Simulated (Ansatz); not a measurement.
The structure in question:

```xyz
12
Lattice="2.8741 0.0000 0.0000 -1.4370 2.4890 0.0000 0.0000 0.0000 17.5256" Properties=species:S:1:pos:R:3 pbc="T T T"
Co    0.0000    1.6594    2.9209
Pt    0.0000    0.0000    0.0000
O     1.4370    0.8297    3.8593
O     0.0000    0.0000    1.9826
Co    1.4370    2.4890    8.7628
Pt    1.4370    0.8297    5.8419
O     0.0000    1.6594    9.7011
O     1.4370    0.8297    7.8245
Co    1.4370    0.8297   14.6047
Pt    0.0000    1.6594   11.6837
O     0.0000    0.0000   15.5430
O     0.0000    1.6594   13.6663
```

What does this file describe?

Answer. Chemical formula CoPtO2. Space group R-3m (No. 166), lattice rhombohedral (trigonal R). Type of structure: delafossite (3R) type. The cell holds 12 atoms (3 Co, 3 Pt, 6 O), Z = 3. The neighbours of Co are six O in a distorted octahedral arrangement at 1.91 Å. The coordination shell of Pt holds two O in a linear arrangement at 1.98 Å. Each O is bonded to three Co and one Pt in a distorted tetrahedral arrangement (1.91 Å to Co, 1.98 Å to Pt). Not all metal-metal contacts are counted. The bonds build a three-dimensional framework.

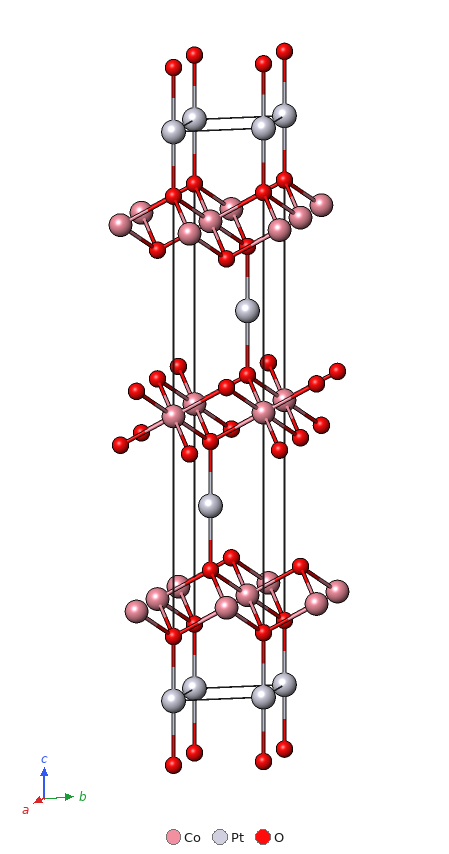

We look at a ball-and-stick model of the crystal slightly off an axis. The outline marks the conventional unit cell. Atoms just outside the outline that bond to atoms inside are added. Colours: cobalt pink, platinum light grey, oxygen red.

The initial geometry was a structure listed in the Materials Project. It was relaxed with DFT PBE, scalar-relativistic, plane waves, PAW in Ansatz under a constraint or pressure on the cell, so some stress remains.
